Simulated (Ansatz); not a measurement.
## Single-point calculation of Ti₁₆O₃₃ (charge −1) (part 2 of 4)

The same run, continued: Ti₁₆O₃₃ (defect cell, 49 atoms in the cell, total charge −1); DFT PBE, scalar-relativistic, plane waves, PAW, spin-polarised (Ansatz 0.2.0); cutoff 420 eV, 2×2×2 k-mesh, Gaussian smearing of 0.05 eV, collinear spins. The structure derives from an entry of the Crystallography Open Database.

### The program's output, continued
```
SCF iter   1: F=—  HF=-58770.807814 eV  |F-HF|=—  |Δ(HF+E_count)|=         —  Δρ=4.12e-2 (↑4.12e-2 ↓3.75e-2)  dr2=4.21e1  dr2_m=9.36e-2  M=0.019 μB ∫|m|=0.216 μB  β_m=0.30  ethr=3.10e-3  ⟨swp⟩=4.8  Hψ=14237  notcnv=0  defer=20
Mixer restart at iter 1: flushing history
preconditioner: auto → Kerker (q_TF=auto, 2.627 Å⁻¹)  [metal: Δε(μ)=0.002 eV  Ē_g=9.884 eV  σ=0.050 eV  W_gap=0.02  n_scr=154 (ndim 8)  ℏωp=27.2 eV  f_vac=0.000  D(μ)=25.26/eV (n_scr^D=236)]
spin=Collinear: Kerker preconditioning applied to the charge; magnetization (m = ρ↑ − ρ↓) channel mixes plain (no charge-response kernel on spin).
SCF iter   2: F=—  HF=-58766.035196 eV  |F-HF|=—  |Δ(HF+E_count)|=    4.77e0  Δρ=2.52e-2 (↑2.52e-2 ↓2.36e-2)  dr2=1.71e1  dr2_m=5.81e-2  M=0.007 μB ∫|m|=0.131 μB  β_m=0.48  ethr=3.10e-3  ⟨swp⟩=2.0  Hψ=6883  notcnv=0  defer=525
SCF iter   3: F=—  HF=-58767.302156 eV  |F-HF|=—  |Δ(HF+E_count)|=    1.27e0  Δρ=1.29e-2 (↑1.21e-2 ↓1.29e-2)  dr2=3.30e0  dr2_m=8.33e-3  M=-0.006 μB ∫|m|=0.057 μB  β_m=0.61  ethr=3.10e-3  ⟨swp⟩=2.0  Hψ=6899  notcnv=0  defer=509
SCF iter   4: F=—  HF=-58768.867441 eV  |F-HF|=—  |Δ(HF+E_count)|=    1.57e0  Δρ=6.18e-3 (↑6.18e-3 ↓6.18e-3)  dr2=7.98e-1  dr2_m=9.56e-5  M=-0.011 μB ∫|m|=0.023 μB  β_m=0.61  ethr=8.43e-4  ⟨swp⟩=2.2  Hψ=6922  notcnv=0  defer=494
SCF iter   5: F=—  HF=-58768.849851 eV  |F-HF|=—  |Δ(HF+E_count)|=   1.76e-2  Δρ=2.43e-3 (↑2.43e-3 ↓2.43e-3)  dr2=1.61e-1  dr2_m=7.37e-5  M=-0.015 μB ∫|m|=0.019 μB  β_m=0.73  ethr=2.04e-4  ⟨swp⟩=2.0  Hψ=6322  notcnv=0  defer=494
SCF iter   6: F=—  HF=-58768.901249 eV  |F-HF|=—  |Δ(HF+E_count)|=   5.14e-2  Δρ=2.29e-3 (↑2.26e-3 ↓2.29e-3)  dr2=1.46e-1  dr2_m=2.21e-5  M=-0.016 μB ∫|m|=0.019 μB  β_m=0.64  ethr=4.11e-5  ⟨swp⟩=2.0  Hψ=6070  notcnv=0  defer=494
SCF iter   7: F=—  HF=-58768.899242 eV  |F-HF|=—  |Δ(HF+E_count)|=   2.01e-3  Δρ=1.06e-3 (↑1.03e-3 ↓1.06e-3)  dr2=3.33e-2  dr2_m=1.42e-5  M=-0.017 μB ∫|m|=0.021 μB  β_m=0.63  ethr=3.74e-5  ⟨swp⟩=2.0  Hψ=5562  notcnv=0  defer=494
SCF iter   8: F=—  HF=-58768.903302 eV  |F-HF|=—  |Δ(HF+E_count)|=   4.06e-3  Δρ=5.63e-4 (↑5.57e-4 ↓5.63e-4)  dr2=1.16e-2  dr2_m=3.24e-6  M=-0.019 μB ∫|m|=0.022 μB  β_m=0.68  ethr=8.52e-6  ⟨swp⟩=2.0  Hψ=5709  notcnv=0  defer=494
SCF iter   9: F=—  HF=-58768.903479 eV  |F-HF|=—  |Δ(HF+E_count)|=   1.78e-4  Δρ=3.72e-4 (↑3.69e-4 ↓3.72e-4)  dr2=4.83e-3  dr2_m=8.32e-7  M=-0.021 μB ∫|m|=0.025 μB  β_m=0.63  ethr=2.96e-6  ⟨swp⟩=2.0  Hψ=5398  notcnv=0  defer=494
SCF iter  10: F=—  HF=-58768.903249 eV  |F-HF|=—  |Δ(HF+E_count)|=   2.30e-4  Δρ=1.63e-4 (↑1.63e-4 ↓1.62e-4)  dr2=1.15e-3  dr2_m=7.15e-7  M=-0.023 μB ∫|m|=0.028 μB  β_m=0.64  ethr=1.23e-6  ⟨swp⟩=2.2  Hψ=5241  notcnv=0  defer=494
SCF iter  11: F=—  HF=-58768.903210 eV  |F-HF|=—  |Δ(HF+E_count)|=   3.89e-5  Δρ=9.31e-5 (↑9.31e-5 ↓9.17e-5)  dr2=3.41e-4  dr2_m=7.69e-7  M=-0.027 μB ∫|m|=0.032 μB  β_m=0.73  ethr=2.94e-7  ⟨swp⟩=2.0  Hψ=5489  notcnv=0  defer=494
SCF iter  12: F=—  HF=-58768.903238 eV  |F-HF|=—  |Δ(HF+E_count)|=   2.82e-5  Δρ=6.76e-5 (↑6.76e-5 ↓6.37e-5)  dr2=1.56e-4  dr2_m=1.04e-6  M=-0.032 μB ∫|m|=0.038 μB  β_m=0.73  ethr=8.71e-8  ⟨swp⟩=2.1  Hψ=5607  notcnv=0  defer=494
SCF iter  13: F=—  HF=-58768.903231 eV  |F-HF|=—  |Δ(HF+E_count)|=   7.08e-6  Δρ=4.66e-5 (↑4.66e-5 ↓4.13e-5)  dr2=4.52e-5  dr2_m=1.48e-6  M=-0.037 μB ∫|m|=0.045 μB  β_m=0.69  ethr=3.98e-8  ⟨swp⟩=2.0  Hψ=5483  notcnv=0  defer=494
SCF iter  14: F=—  HF=-58768.903239 eV  |F-HF|=—  |Δ(HF+E_count)|=   7.93e-6  Δρ=4.06e-5 (↑2.71e-5 ↓4.06e-5)  dr2=1.85e-5  dr2_m=1.90e-6  M=-0.042 μB ∫|m|=0.051 μB  β_m=0.67  ethr=1.16e-8  ⟨swp⟩=2.0  Hψ=5460  notcnv=0  defer=494
SCF iter  15: F=—  HF=-58768.903242 eV  |F-HF|=—  |Δ(HF+E_count)|=   3.15e-6  Δρ=2.76e-5 (↑2.65e-5 ↓2.76e-5)  dr2=5.43e-6  dr2_m=2.43e-6  M=-0.048 μB ∫|m|=0.057 μB  β_m=0.84  ethr=4.72e-9  ⟨swp⟩=2.0  Hψ=5397  notcnv=0  defer=494
SCF iter  16: F=—  HF=-58768.903247 eV  |F-HF|=—  |Δ(HF+E_count)|=   5.14e-6  Δρ=3.77e-5 (↑3.77e-5 ↓3.01e-5)  dr2=9.83e-6  dr2_m=3.60e-6  M=-0.058 μB ∫|m|=0.070 μB  β_m=0.84  ethr=1.39e-9  ⟨swp⟩=2.0  Hψ=7066  notcnv=0  defer=494
SCF iter  17: F=—  HF=-58768.903254 eV  |F-HF|=—  |Δ(HF+E_count)|=   6.31e-6  Δρ=4.61e-5 (↑3.56e-5 ↓4.61e-5)  dr2=1.36e-5  dr2_m=5.45e-6  M=-0.072 μB ∫|m|=0.086 μB  β_m=0.92  ethr=1.39e-9  ⟨swp⟩=2.0  Hψ=7081  notcnv=0  defer=494
SCF iter  18: F=—  HF=-58768.903263 eV  |F-HF|=—  |Δ(HF+E_count)|=   9.07e-6  Δρ=4.74e-5 (↑4.48e-5 ↓4.74e-5)  dr2=8.26e-6  dr2_m=8.17e-6  M=-0.089 μB ∫|m|=0.106 μB  β_m=0.96  ethr=1.39e-9  ⟨swp⟩=2.0  Hψ=7062  notcnv=0  defer=494
SCF iter  19: F=-58768.903189 eV  HF=-58768.903292 eV  |F-HF|=1.03e-4  |Δ(HF+E_count)|=   2.92e-5  Δρ=8.97e-5 (↑8.97e-5 ↓8.24e-5)  dr2=1.15e-4  dr2_m=1.28e-5  M=-0.111 μB ∫|m|=0.132 μB  β_m=0.67  ethr=1.39e-9  ⟨swp⟩=2.2  Hψ=7197  notcnv=0  defer=494  recentre
SCF iter  20: F=-58768.903280 eV  HF=-58768.903275 eV  |F-HF|=4.83e-6  |Δ(HF+E_count)|=   1.69e-5  Δρ=5.25e-5 (↑5.20e-5 ↓5.25e-5)  dr2=1.81e-6  dr2_m=1.20e-5  M=-0.108 μB ∫|m|=0.129 μB  β_m=0.84  ethr=1.39e-9  ⟨swp⟩=2.0  Hψ=7098  notcnv=0  defer=494
SCF iter  21: F=-58768.903311 eV  HF=-58768.903302 eV  |F-HF|=9.17e-6  |Δ(HF+E_count)|=   2.67e-5  Δρ=6.92e-5 (↑6.36e-5 ↓6.92e-5)  dr2=1.50e-6  dr2_m=1.96e-5  M=-0.140 μB ∫|m|=0.167 μB  β_m=0.92  ethr=4.63e-10  ⟨swp⟩=2.3  Hψ=7104  notcnv=0  defer=494
SCF iter  22: F=-58768.903376 eV  HF=-58768.903359 eV  |F-HF|=1.71e-5  |Δ(HF+E_count)|=   5.70e-5  Δρ=8.90e-5 (↑8.90e-5 ↓8.75e-5)  dr2=1.46e-6  dr2_m=3.47e-5  M=-0.190 μB ∫|m|=0.228 μB  β_m=0.78  ethr=3.83e-10  ⟨swp⟩=3.0  Hψ=8165  notcnv=0  defer=494
SCF iter  23: F=-58768.903516 eV  HF=-58768.903483 eV  |F-HF|=3.23e-5  |Δ(HF+E_count)|=   1.25e-4  Δρ=1.19e-4 (↑1.17e-4 ↓1.19e-4)  dr2=8.86e-7  dr2_m=6.25e-5  M=-0.272 μB ∫|m|=0.326 μB  β_m=0.89  ethr=3.73e-10  ⟨swp⟩=3.0  Hψ=8618  notcnv=0  defer=494
SCF iter  24: F=-58768.903795 eV  HF=-58768.903748 eV  |F-HF|=4.74e-5  |Δ(HF+E_count)|=   2.65e-4  Δρ=1.48e-4 (↑1.44e-4 ↓1.48e-4)  dr2=3.40e-6  dr2_m=9.53e-5  M=-0.398 μB ∫|m|=0.480 μB  β_m=0.95  ethr=2.27e-10  ⟨swp⟩=3.6  Hψ=10267  notcnv=0  defer=494
SCF iter  25: F=-58768.903331 eV  HF=-58768.903318 eV  |F-HF|=1.23e-5  |Δ(HF+E_count)|=   4.30e-4  Δρ=7.44e-5 (↑7.44e-5 ↓7.25e-5)  dr2=4.92e-7  dr2_m=2.42e-5  M=-0.156 μB ∫|m|=0.187 μB  β_m=0.95  ethr=2.27e-10  ⟨swp⟩=4.0  Hψ=11680  notcnv=0  defer=494  recentre
SCF iter  26: F=-58768.904117 eV  HF=-58768.904082 eV  |F-HF|=3.52e-5  |Δ(HF+E_count)|=   7.63e-4  Δρ=1.35e-4 (↑1.35e-4 ↓1.31e-4)  dr2=6.40e-6  dr2_m=7.80e-5  M=-0.531 μB ∫|m|=0.649 μB  β_m=0.86  ethr=1.26e-10  ⟨swp⟩=4.4  Hψ=12203  notcnv=0  defer=494
SCF iter  27: F=-58768.904301 eV  HF=-58768.904338 eV  |F-HF|=3.74e-5  |Δ(HF+E_count)|=   2.57e-4  Δρ=7.38e-5 (↑7.38e-5 ↓5.56e-5)  dr2=4.83e-5  dr2_m=1.23e-5  M=-0.705 μB ∫|m|=0.887 μB  β_m=0.93  ethr=1.26e-10  ⟨swp⟩=4.0  Hψ=11884  notcnv=0  defer=494
SCF iter  28: F=-58768.904172 eV  HF=-58768.904367 eV  |F-HF|=1.95e-4  |Δ(HF+E_count)|=   2.94e-5  Δρ=1.18e-4 (↑6.07e-5 ↓1.18e-4)  dr2=2.12e-4  dr2_m=7.95e-6  M=-0.700 μB ∫|m|=0.888 μB  β_m=0.93  ethr=1.26e-10  ⟨swp⟩=3.2  Hψ=10346  notcnv=0  defer=493  recentre
SCF iter  29: F=-58768.904327 eV  HF=-58768.904347 eV  |F-HF|=2.00e-5  |Δ(HF+E_count)|=   2.04e-5  Δρ=3.61e-5 (↑3.61e-5 ↓3.02e-5)  dr2=2.23e-5  dr2_m=1.40e-6  M=-0.695 μB ∫|m|=0.876 μB  β_m=0.85  ethr=1.26e-10  ⟨swp⟩=3.3  Hψ=10277  notcnv=0  defer=493
SCF iter  30: F=-58768.904343 eV  HF=-58768.904345 eV  |F-HF|=2.11e-6  |Δ(HF+E_count)|=   2.02e-6  Δρ=1.97e-5 (↑1.73e-5 ↓1.97e-5)  dr2=2.87e-6  dr2_m=1.12e-6  M=-0.682 μB ∫|m|=0.859 μB  β_m=0.82  ethr=1.26e-10  ⟨swp⟩=2.9  Hψ=8008  notcnv=0  defer=493
SCF iter  31: F=-58768.904344 eV  HF=-58768.904345 eV  |F-HF|=6.13e-7  |Δ(HF+E_count)|=   3.68e-7  Δρ=1.73e-5 (↑1.73e-5 ↓1.70e-5)  dr2=1.30e-6  dr2_m=1.13e-6  M=-0.681 μB ∫|m|=0.858 μB  β_m=0.89  ethr=1.26e-10  ⟨swp⟩=2.0  Hψ=7088  notcnv=0  defer=493
SCF iter  32: F=-58768.904346 eV  HF=-58768.904347 eV  |F-HF|=5.89e-7  |Δ(HF+E_count)|=   1.91e-6  Δρ=7.65e-6 (↑3.80e-6 ↓7.65e-6)  dr2=6.89e-7  dr2_m=6.85e-8  M=-0.693 μB ∫|m|=0.876 μB  β_m=0.77  ethr=1.26e-10  ⟨swp⟩=2.9  Hψ=7410  notcnv=0  defer=493
SCF iter  33: F=-58768.904347 eV  HF=-58768.904347 eV  |F-HF|=3.50e-8  |Δ(HF+E_count)|=   8.98e-9  Δρ=1.40e-6 (↑1.27e-6 ↓1.40e-6)  dr2=4.57e-8  dr2_m=2.68e-9  M=-0.692 μB ∫|m|=0.874 μB  β_m=0.74  ethr=1.26e-10  ⟨swp⟩=2.0  Hψ=6842  notcnv=0  defer=493
SCF iter  34: F=-58768.904347 eV  HF=-58768.904347 eV  |F-HF|=1.07e-8  |Δ(HF+E_count)|=   5.36e-9  Δρ=1.09e-6 (↑8.16e-7 ↓1.09e-6)  dr2=1.60e-8  dr2_m=2.49e-9  M=-0.691 μB ∫|m|=0.873 μB  β_m=0.75  ethr=1.17e-11  ⟨swp⟩=9.4  Hψ=15883  notcnv=0
SCF iter  35: F=-58768.904347 eV  HF=-58768.904347 eV  |F-HF|=9.62e-9  |Δ(HF+E_count)|=   3.74e-9  Δρ=5.68e-7 (↑5.13e-7 ↓5.68e-7)  dr2=1.17e-8  dr2_m=1.10e-10  M=-0.692 μB ∫|m|=0.874 μB  ethr=4.09e-12  ⟨swp⟩=2.5  Hψ=7186  notcnv=0
SCF 1 converged in 35 iterations: F = -58768.904347 eV  dr2 = 1.17e-8
  greatest PAW one-centre occupation: 0.999 electrons in one spin orbital (limit 2), on the Ti atom at site 12 (counted from 0), in its partial waves of l = 0
```

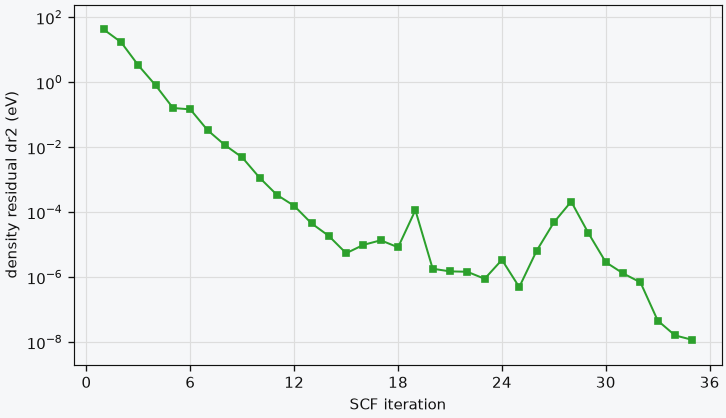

Convergence of the self-consistent field: density residual dr2 against the SCF iteration. The residual falls unevenly and jumps up by a factor of two or more 5 times on the way down.

```
at 9 of the mixer's solves, the last at iteration 27, it left a direction of its history that read negative out of its fit and stepped the other way along it
SCF converged after 35 iterations
Magnetization: -0.6916 μB (195.1542 up, 195.8458 down)
Absolute magnetization: 0.8739 μB (∫|ρ↑−ρ↓|, with the PAW one-centre terms)
Spin contamination: 0.0031 ħ² per cell (⟨S²⟩ above its minimum at these occupations)
Per-site moments (μB) at R_I (Å): [(-0.022250612242475248, 0.7685514441813485), (-0.046096939844159586, 0.7694757052149613), (-0.0412167290352241, 0.7647260700403479), (-0.029802696840368605, 0.7678868355260466), (-0.03656568847647724, 0.7679277879128725), (-0.033396569361953135, 0.7819374159850287), (-0.022584543255622834, 0.7728290599497482), (-0.03975966440538613, 0.7646787155086966), (-0.03465665280105084, 0.7570785424244689), (-0.029145028416919818, 0.7646043195428718), (-0.025398729007960807, 0.7546277612506711), (-0.03253623492925983, 0.7612477882332068), (-0.020527374580407924, 0.7639910390318465), (-0.03937160769248139, 0.77294957871978), (-0.03511023368640985, 0.7709500150852746), (-0.02885574898557305, 0.7604537564418635), (0.0017744306600358886, 0.7685514441813485), (0.0039199624902150135, 0.7694757052149613), (0.003527658781824181, 0.7647260700403479), (0.0023403542497134207, 0.7678868355260466), (0.002137870023912902, 0.7679277879128725), (0.0007401821649383602, 0.5907171836224312), (0.0019933614493138417, 0.7728290599497482), (0.0029499040204374444, 0.7646787155086966), (0.0032161790319206927, 0.7740157183702399), (0.00205107714055757, 0.7819374159850287), (0.0014948316484960707, 0.7766584523061836), (0.004294993715146084, 0.7745290565479176), (0.00189188193295598, 0.7907079362076564), (0.0019977507361139605, 0.7732327346690464), (0.0026718572592403676, 0.775689070926955), (0.003121509840302089, 0.778229975556992), (0.002860464855689357, 0.7827612714502381), (0.001750516048231826, 0.7646043195428718), (0.0019044548959682665, 0.7546277612506711), (0.0014992381568690798, 0.7887556917390313), (0.0022461949073172777, 0.7639910390318465), (0.003063676521012872, 0.77294957871978), (0.0025240746551552138, 0.7709500150852746), (0.0025249750009518515, 0.7759211076673005), (0.0015312567018865343, 0.7884549649120092), (0.0033282096786905746, 0.7858201060252632), (0.003150021057450393, 0.7726751810739106), (0.0019318950281157754, 0.7604537564418635), (0.00226590534538246, 0.7804154402156358), (0.0031344794013097414, 0.7570785424244689), (0.00229823788054681, 0.7612477882332068), (0.0025553245919874073, 0.7651402473780452), (0.001632323522436957, 0.5907171836224312)]
Free energy (F): -58768.904347 eV
Harris-Foulkes:  -58768.904347 eV  (|F-HF|=9.62e-9)
Internal energy: -58768.877151 eV  (E = F + TS)
E sigma→0 (E₀):  -58768.890749 eV
Entropy (-TS):   -0.027195 eV (-0.555 meV/atom)
Fermi energy:    12.053546 eV
--- Per-component energies (eV) ---
  E_band       = -2885.137881
  E_kinetic    = 10195.172685
  E_local      = -23977.479179  (includes V_loc(G=0)·N_el)
  E_nonlocal   = 1636.160019
  E_hartree    = 9111.673331
  E_xc         = -4030.204973
  E_vxc        = -5106.118579  (∫ρ·V_xc dr)
  E_paw        = -21944.356459  (= ΣΔE_a)
  E_vpaw       = -3856.303278  (= ΣTr[D̂ρ^β])
  E_aug_tail   = 0.082820  (compensation charges beyond the density's cutoff)
  E_ewald      = -29759.925395
  E_smearing   = -0.027195  (= −TS)
  E_closure    = 0.000000  (closes the sum)
  E_deformation_potential = -19.444160  (in the stress; not in F)
  Σ components = -58768.904347   (vs F -58768.904347, Δ=0.00e0)
```
